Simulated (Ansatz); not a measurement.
```
Lu
1.0
    -0.41254   -0.41254    3.32953
    -1.86382    2.27637   -1.66477
    -3.66253   -3.66253   -0.90919
Lu
2
Direct
  0.33321 0.66679 0.75000
  0.66642 0.33321 0.25000
```

Space group P6₃/mmc; set up as Lu, beta-Sn type; a generated structure, not necessarily the stable one.

Computed with DFT, LDA (PW92), plane waves (420 eV) with PAW, fully relativistic with spin-orbit coupling (Ansatz).

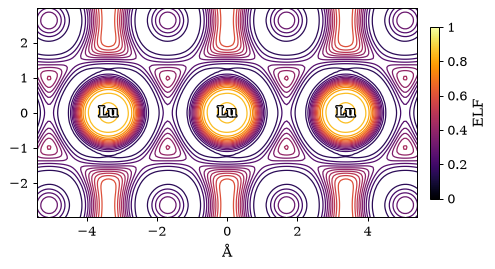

Lu. ELF on the (010) plane of the conventional cell.

Core electrons are frozen (PAW), and the valence fields are smoothed inside the atomic spheres.

> Describe what can be read from this map.

- The plane passes through Lu nuclei.
- Lu–Lu (3.38 Å): the ELF is about 0.25 at the midpoint: no localised pair shows between them.
- The features right at Lu lie inside the PAW spheres, where the map follows smoothed inner orbitals and isn't to be read closely.
